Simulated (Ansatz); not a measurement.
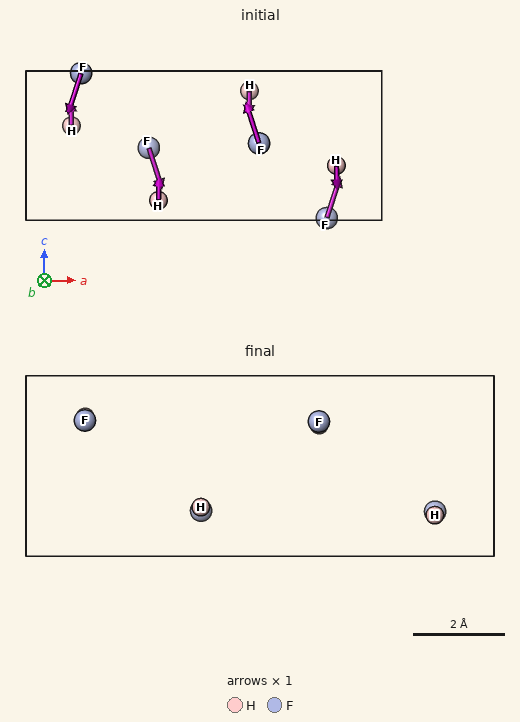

The structure of solid HF (built on the GeS-62 type type) before (top) and after (bottom) a relaxation, at one scale. The purple arrows give the displacements (the part carried along by the change of the cell is left out), at their true length.

A ball-and-stick model of the cell of the calculation, seen along the b axis.

The calculation used Ansatz 0.2.0, DFT, PBEsol, plane waves, PAW. Settings: plane-wave cutoff 420 eV; k-point mesh 4 × 8 × 6; occupations fermi dirac; smearing width 0.03 eV; no spin polarisation; cell and atoms relaxed; force threshold 0.01 eV/Å; at most 120 steps.

What changed between the two?

Answer. The largest moves relative to the cell, 0.97 Å, are those of F atoms. Largest moves by element: F 0.97 Å, H 0.55 Å. The drawn cell changes as follows: a 7.865 → 10.342 Å (+31.5 %), b 2.629 → 2.255 Å (−14.2 %), c 3.300 → 3.986 Å (+20.8 %); the volume changes by +36.2 %. Among the contacts that change: F–H 1.767 → 1.130 Å. New bonds form, among them: F–H (1.77 → 1.13 Å). The space group stays Pnma (No. 62). The energy falls by 10.929 eV per cell of the calculation in 37 accepted moves (53 points after the start). Largest force component: 2.3 eV/Å at the start, 0.0015 eV/Å at the end. Pressure: −22.10 GPa at the start and 0.01 GPa at the end. The line search rejected the trial steps at points 9, 21, 26, 31 of the run. The SCF was repeated 12 times at an unchanged geometry on a basis and grid sized afresh for the cell, which shifted the energy by 58.1 meV per cell of the calculation at most.

Limits of the set-up: layers or molecules are held without a dispersion correction, so their spacing is unreliable.
